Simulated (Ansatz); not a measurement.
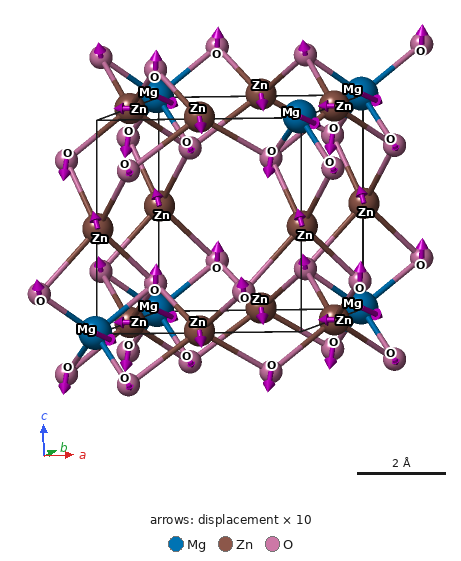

This is a relaxation of a crystal of MgZn₃O₄ (built on the VCu3S4-215 type type). The starting structure is drawn; purple arrows show the displacements (the part carried along by the change of the cell is left out), 10 times their true length.

The picture is a ball-and-stick view of the cell of the calculation, seen slightly off an axis.

Case: shaken.

The calculation used DFT, PBEsol, plane waves, PAW (Ansatz).

Input file:
```yaml
crystal:
  lattice:
    - [4.8653135625, -0.0146419115, 0.1073181067]
    - [-0.0146419115, 4.9721168202, -0.0007140916]
    - [0.1073181067, -0.0007140916, 4.8992350188]
  atoms:
    - { symbol: Mg, position: [-0.0038847481, -0.0132013849, 0.0072262191] }
    - { symbol: Zn, position: [0.0101410874, 0.5007694622, 0.0012322503] }
    - { symbol: Zn, position: [0.0052877483, -0.0026462544, 0.4931945812] }
    - { symbol: Zn, position: [0.4999943186, 0.0046109071, 0.0087872333] }
    - { symbol: O, position: [0.7826870704, 0.2270142988, 0.7910452126] }
    - { symbol: O, position: [0.2208269867, 0.7790163726, 0.7849427159] }
    - { symbol: O, position: [0.7832090993, 0.7842556754, 0.213040465] }
    - { symbol: O, position: [0.220276157, 0.2209100926, 0.2107067305] }
kpoints:
  mp_grid: { grid: [4, 4, 4] }
hamiltonian:
  xc: pbesol
scf:
  occupations: { method: fermi_dirac, width: 0.05 }
relax:
  f_tol: 0.01
  cell: {}
  max_steps: 120
output:
  write_density: true
  write_potential: true
  elf: true
  volumetric_format: npy
```

Run as
```bash
ansatz run input.yaml --threads 4 --pin off --max-ram 4608MiB --backend cpu --events-out ev --progress --plain --runs-dir out
```

Q: What did the optimiser do to the structure, and how much energy did it gain?

A: Over 4 accepted moves (6 points after the start) the energy falls by 40.3 meV per atom. The largest force component goes from 2.7 to 0.0018 eV/Å. The pressure goes from 3.48 to 0.01 GPa. The SCF was repeated twice at an unchanged geometry on a basis and grid sized afresh for the cell, which shifted the energy by 1.2 meV per atom at most. The atom that moves furthest relative to the cell is Mg1 (0.079 Å along [1 2 −1]). Largest moves by element: Mg 0.079 Å, O 0.058 Å, Zn 0.045 Å. Cell: a 4.867 → 4.940 Å (+1.5 %), b 4.972 → 4.940 Å (−0.6 %), c 4.900 → 4.940 Å (+0.8 %), β 87.5° → 89.9°, γ 90.3° → 90.0°. Volume +1.8 %. Some distances before and after: Mg1–O7 1.732 → 1.875 Å, Zn4–O8 1.972 → 2.066 Å, Mg1–Zn2 2.556 → 2.470 Å, Mg1–Zn3 2.384 → 2.470 Å. Among the angles between lasting bonds that change: O5–Mg1–O8 104.1° → 109.5°, O7–Zn4–O8 120.8° → 116.8°, Zn3–O8–Zn4 111.6° → 115.3°. The space group (tolerance 0.01 Å) goes from P1 (No. 1) to P-43m (No. 215).
